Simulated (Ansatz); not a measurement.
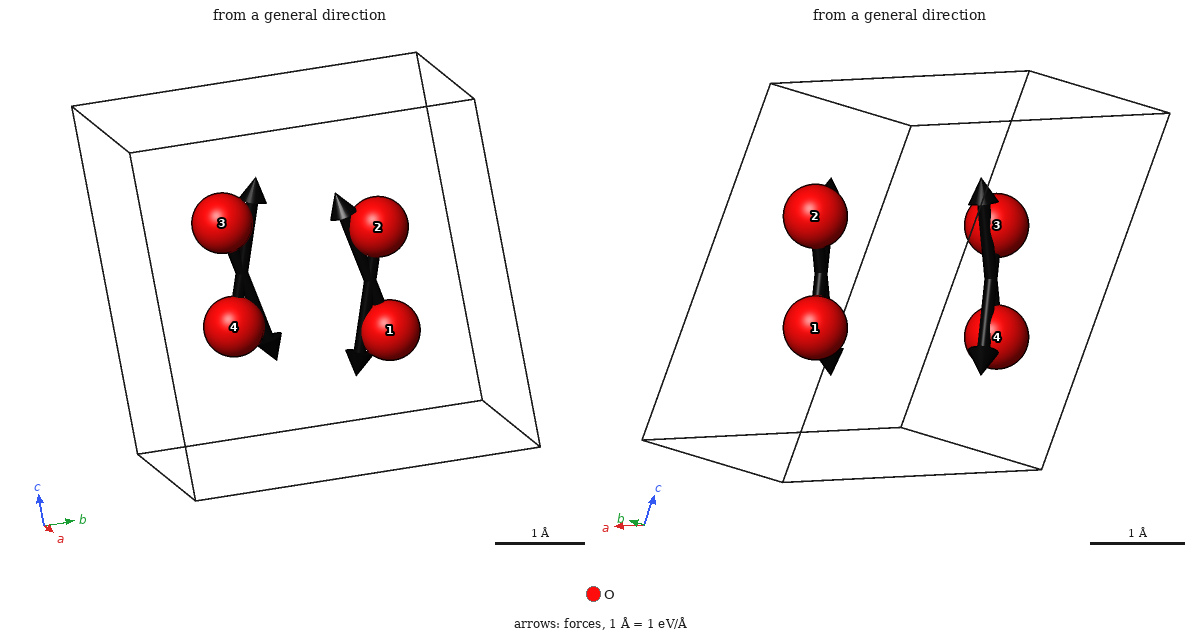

Structure drawing (spheres-only), viewed from two general directions. The lines enclose the cell (the run's own, in a reduced setting); boundary atoms appear with their images. The arrows are the computed forces on the atoms.

System: O. Calculation details: DFT, HSE06, plane waves, PAW (Ansatz 0.2.0); wavefunction cutoff 420 eV, k-points about 0.39 Å⁻¹ apart, no spin polarisation.

**Would an optimiser stop at this geometry?**

No. The atoms still feel forces of up to about 1.4 eV/Å, far above a usual threshold of 0.01 to 0.03 eV/Å.

**Identify the atom with the maximum force.**

All O atoms, about 1.4 eV/Å.

The initial geometry was a structure listed in the Materials Project. The cell was then strained or its atoms displaced on purpose. It went into a calculation with Ansatz.
